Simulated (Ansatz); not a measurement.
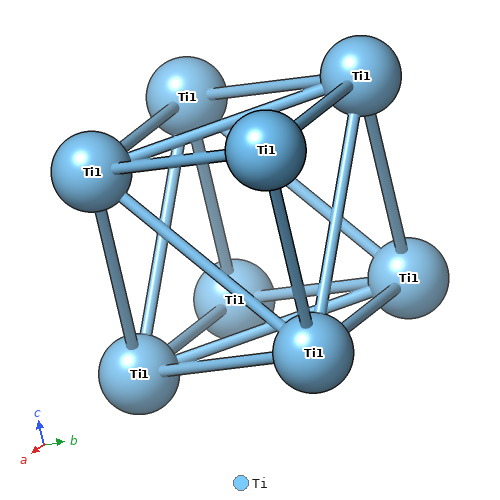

Three computed energy maps of cells of Ti. The picture above is the structure of the first map.

Map 1

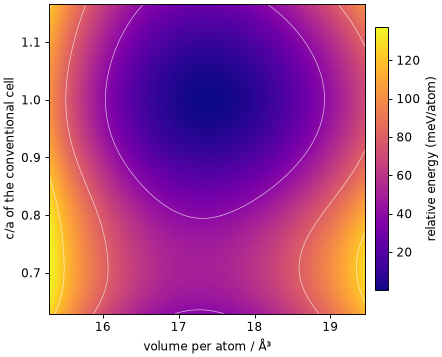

Ti (Fm-3m, No. 225; 1 atom in the cell). 
- The energy is mapped over volume and the cell's shape.
- The first coordinate is: volume per atom; the second: c/a of the conventional cell.
- Nothing is relaxed (symmetry fixes all fractional coordinates).
- The scan uses a 7 × 9 grid.
- Points are written as (first, second).
- Energies are in meV/atom, from the lowest grid point.
- Computed with Ansatz 0.2.0, DFT PBE, scalar-relativistic, plane waves, PAW. Settings: cutoff 520 eV, k-mesh 20×20×20, gaussian smearing 0.15 eV, no spin polarisation.

Drawn: a smooth colour map with a few white contour lines. Between grid points the surface is interpolated.

Map 2

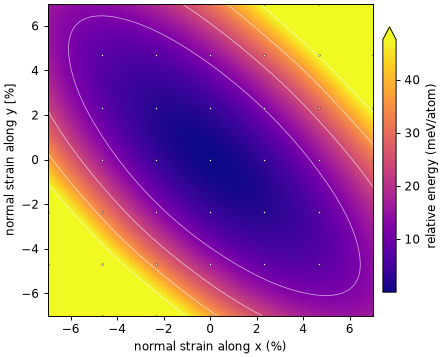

Ti (Fm-3m, No. 225; 1 atom in the cell). 
- The energy is mapped over two homogeneous strains (x, y and z along the cube axes).
- Coordinates scanned: (1) normal strain along x; (2) normal strain along y.
- Nothing is relaxed (symmetry fixes all fractional coordinates).
- The grid has 7 × 7 points; 28 points were computed and 21 follow by symmetry.
- Points are written as (first, second).
- Energies: meV/atom, counted from the lowest grid point.
- This map comes from DFT PBE, scalar-relativistic, plane waves, PAW (Ansatz 0.2.0). Settings: cutoff 520 eV, k-mesh 18×18×18, gaussian smearing 0.15 eV, no spin polarisation.

Drawn: a smooth colour map with a few white contour lines, dots at the grid points, one colour for all values above the top of the scale. Between grid points the surface is interpolated.

Map 3

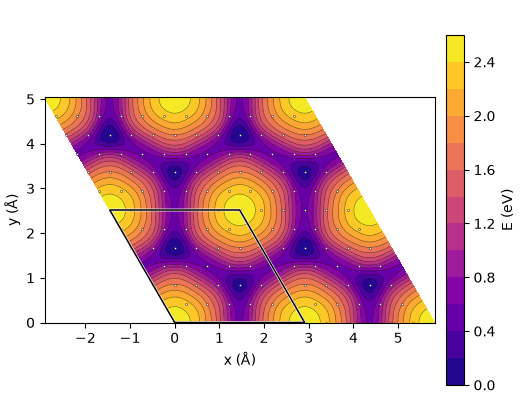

C on a Ti(111) slab cut from the Fm-3m phase, its upper half relaxed before the scan (3 atoms of substrate and one adsorbate in a 1 × 1 cell). C is moved over the surface cell; relaxed at each place: the height of the adsorbate's atoms; substrate rigid; the origin of the map has the adsorbate above Ti3. Places are given modulo a cell vector. The map is drawn in real space over the plane of the surface. The scan uses a 6 × 6 grid; 10 points were computed and 26 follow by symmetry. All energies are given in eV relative to the lowest grid point. With one adsorbate in each 1 × 1 cell, its nearest image is 2.9 Å away, so neighbouring adsorbates interact. This map comes from DFT PBE, scalar-relativistic, plane waves, PAW in Ansatz 0.2.0. Settings: cutoff 420 eV, k-mesh 9×9×1, gaussian smearing 0.1 eV, no spin polarisation.

Drawn: filled contours, dots at the grid points, the outline of one cell of the 2 × 2 shown. Between grid points the surface is interpolated.

Summarise the maps one by one.

Answer. Map 1: The lowest grid point is at (17.38 Å³, 1.000) [fcc]. It is the only kind of minimum in the scanned range. The highest grid point, (15.29 Å³, 0.734), lies 137 meV/atom above the lowest. Round the minimum the two coordinates are nearly uncoupled.
Map 2: The lowest grid point is at (0.00 %, 0.00 %). No other kind of well shows on this grid. The highest grid point, (−7.00 %, −7.00 %), lies 138 meV/atom above the lowest. Round the minimum the valley is strongly tilted: raising normal strain along x shifts the best value of normal strain along y downwards (coupling k₁₂/√(k₁₁k₂₂) about 0.7).
Map 3: The lowest grid point is at a threefold hollow over a second-layer Ti atom, (2/6, 4/6) of the cell vectors. There is a further well near a threefold hollow over a third-layer Ti atom, (4/6, 2/6) of the cell vectors (0.09 eV above the lowest at that grid point). The highest grid point, the top site over a surface Ti atom, (0/6, 0/6) of the cell vectors, lies 2.54 eV above the lowest. On the interpolated surface the easiest way out of the lowest well to the well at a threefold hollow over a third-layer Ti atom, (4/6, 2/6) of the cell vectors passes a barrier of about 0.57 eV. At the lowest point the adsorbate has 3 Ti at 1.90 Å as nearest neighbours, at the highest 1 Ti at 1.98 Å. Its relaxed height above the top atom is 0.88 Å at the lowest and 1.98 Å at the highest point.

Maps 1, 2 start from a relaxed reference structure. Do they show a way to lower its energy?

Answer. No. In each of them the reference is the lowest point, within the accuracy of the grid, so it is stable against the distortions scanned (other distortions weren't tried).

PAW datasets: the set soft_1.
